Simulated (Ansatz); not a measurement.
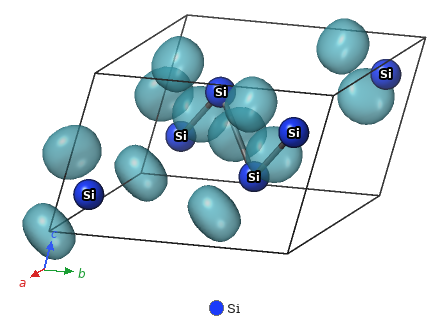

*Si. Isosurface of the electron localisation function at 0.85 (cyan), seen slightly off an axis. Only the valence region is drawn (cores and ρ < 0.01 e/Å³ removed). Sticks mark near contacts.*

Space group C2/c; changed on purpose from its base cell (mode 4 frozen in at -0.036 Å, equal normal strain along x and y -0.0400); not relaxed (largest force 1.1 eV/Å); computed pressure about 9 GPa in this cell.

Method: Ansatz, DFT LDA, scalar-relativistic, plane waves, PAW.

Core electrons are frozen (PAW), and the valence fields are smoothed inside the atomic spheres.

The calculation's input:

```
crystal:
  lattice:
    - [0.0, 2.5929346428, 2.7009735863]
    - [2.5929346428, 0.0, 2.7009735863]
    - [2.5929346428, 2.5929346428, 0.0]
  atoms:
    - { symbol: Si, position: [0.5066642636, 0.4933357364, 0.4933357364] }
    - { symbol: Si, position: [0.7433357364, 0.7566642636, 0.7566642636] }
basis:
  ecutwfc: 420
kpoints:
  mp_grid: { grid: [12, 12, 12] }
hamiltonian:
  xc: lda
scf:
  occupations: { method: gaussian, width: 0.05 }
output:
  forces: true
  stress: true
  eigenvalues: true
  write_density: true
  write_potential: true
  elf: true
  volumetric_format: npy
```

Run with:

```sh
ansatz run input.yaml --threads 1 --pin off --max-ram 2048MiB --backend cpu --events-out ev --progress --plain --runs-dir out
```

Below, planes, directions and counts refer to the conventional cell (a = 5.19 Å, b = 5.19 Å, c = 3.74 Å, α = 90.00°, β = 133.83°, γ = 90.00°).

Identify the bonds, lone pairs and shells in this picture.

Answer. At this value the surface marks out eight regions between bonded Si–Si atoms, counted in one cell of 4 atoms. Regions shared between cells count once. Profiles from the grid: Si–Si (2.24 Å): the ELF peaks at about 0.95 between the atoms. Si–Si (2.32 Å): the ELF peaks at about 0.95 between the atoms.
